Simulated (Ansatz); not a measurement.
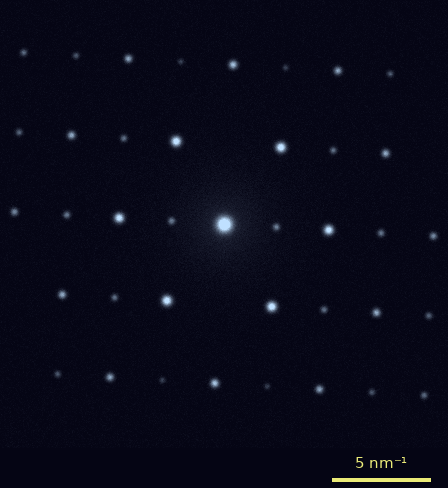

The pattern is a kinematic simulation for 80 kV electrons (no multiple scattering; isotropic B = 0.8 Å²).

Phase: Co, space group Cmcm (No. 63), a = 2.438 Å, b = 7.462 Å, c = 2.453 Å. Structure: the input geometry of an electronic-structure calculation (not necessarily at equilibrium); the starting structure was generated, so it need not be a known form of this composition.

Determine the zone axis from the geometry of the pattern.

The spots form a rectangular net whose two shortest vectors correspond to d = 3.73 Å and 2.45 Å, 90.0° apart. They index as 0 2 0 and 0 0 1 (itself extinct), so the zone axis is [100].

Which reflections of this zone are missing, and why?

The lattice centring (C) removes all reflections that break h + k = 2n; a screw axis and a glide plane both extinguish reflections such as 0 0 1. In a thicker crystal double diffraction can put intensity into those places emptied by glide planes or screw axes that lie on the net of the visible spots, but never into those emptied by centring.
